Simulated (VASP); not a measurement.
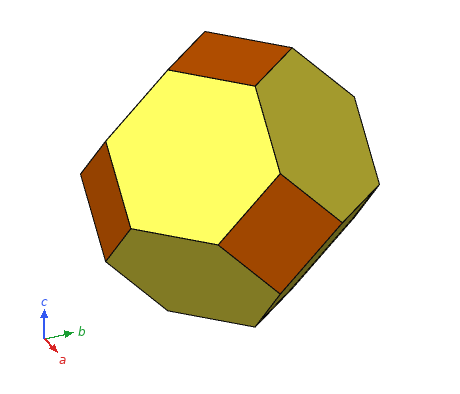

Crystal habit computed by the BFDH rule (growth rate of a face proportional to 1/d, systematic absences taken into account). This is a geometric estimate, not an energy calculation. Faces of one form share a colour. Cell of Cu: space group Fm-3m (No. 225), a = 3.636 Å, b = 3.636 Å, c = 3.636 Å, α = 90.00°, β = 90.00°, γ = 90.00°. Source: the end point of a relaxation with VASP, VASP Kohn-Sham DFT of a periodic cell, HSE06, VASP PAW PBE potentials, recommended. Forms under 0.4 % of the area are left out.

Give the Miller indices of each colour.

yellow: {111} (d = 2.10 Å, 78 % of the area); orange: {200} (d = 1.82 Å, 22 % of the area).
